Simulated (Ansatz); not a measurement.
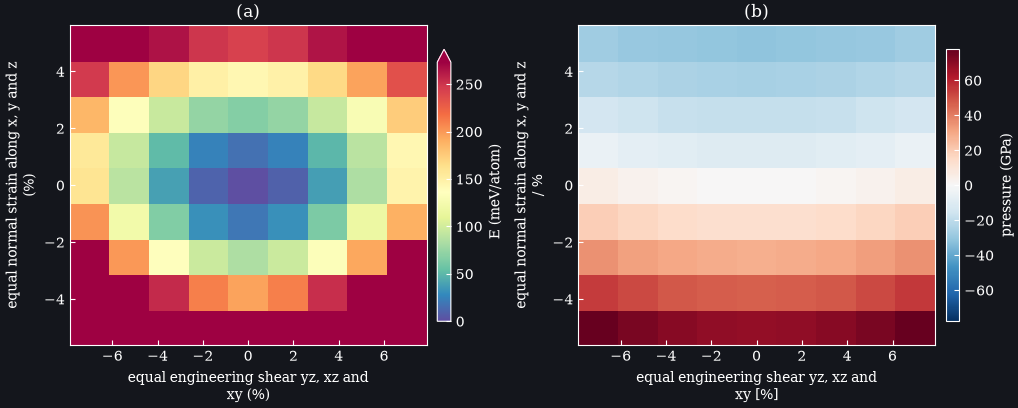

Ru (Fm-3m, No. 225; 1 atom in the cell). The energy is mapped over two homogeneous strains (x, y and z along the cube axes). Coordinates scanned: (1) equal engineering shear yz, xz and xy; (2) equal normal strain along x, y and z. Nothing is relaxed (symmetry fixes all fractional coordinates). The grid has 9 × 9 points. Points are written as (first, second). Energies: meV/atom, counted from the lowest grid point. The calculation used DFT PBE, scalar-relativistic, plane waves, PAW in Ansatz 0.2.0. Settings: cutoff 420 eV, k-mesh 20×20×20, gaussian smearing 0.15 eV, no spin polarisation.

Panel (a) is the energy and panel (b) the computed pressure on the same grid.

The picture shows one coloured cell a grid point, one colour for all values above the top of the scale.

How does the pressure vary over the map, and what is it at the lowest grid point?

It runs from −31 GPa at (0.00 %, 5.00 %) to 78 GPa at (7.00 %, −5.00 %). At the lowest grid point, (0.00 %, 0.00 %), it is 0 GPa.
